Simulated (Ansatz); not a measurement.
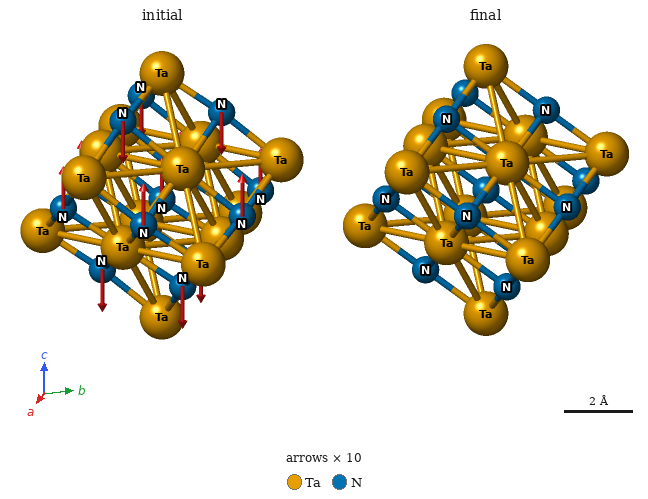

The structure of solid TaN (a generated structure, set up in R-3m) (coarse preliminary run) before (left) and after (right) a relaxation, at one scale. The red arrows give the displacements (the part carried along by the change of the cell is left out), 10 times their true length.

A ball-and-stick model of the atoms within 4.2 Å of the atom that moves most (axes of the conventional cell (3 times the calculation's cell)), seen slightly off an axis. Lengths and directions refer to the drawn axes.

Theory: DFT PBE, scalar-relativistic, plane waves, PAW (Ansatz). Settings: plane-wave cutoff 420 eV; k-point mesh 6 × 6 × 6; occupations gaussian; smearing width 0.1 eV; no spin polarisation; cell and atoms relaxed; force threshold 0.04 eV/Å; at most 70 steps.

**What changed between the two?**

The largest moves relative to the cell, 0.13 Å, are those of N atoms. Ta stays in place. The drawn cell changes as follows: a = b 3.103 → 3.144 Å (+1.3 %), c 14.889 → 15.106 Å (+1.5 %); the volume changes by +4.1 %. Some distances before and after: N–Ta 2.109 → 2.209 Å, N–Ta 2.255 → 2.209 Å, Ta–Ta 3.061 → 3.104 Å, Ta–Ta 3.103 → 3.144 Å. Among the angles between lasting bonds that change: Ta–N–Ta 174.5° → 180.0°, Ta–N–Ta 94.7° → 90.7°, Ta–N–Ta 87.0° → 90.7°. The space group stays R-3m (No. 166). Over 4 accepted moves (6 points after the start) the energy falls by 76.8 meV per atom. Largest force component: 1.9 eV/Å at the start, under 0.0001 eV/Å at the end. Pressure: 17.77 GPa at the start and 0.01 GPa at the end. The SCF was repeated twice at an unchanged geometry on a basis and grid sized afresh for the cell, which shifted the energy by 1.6 meV per atom at most. The run took 14 s on 1 thread of Arm Neoverse V1 (shared host), peak memory 0.33 GiB.
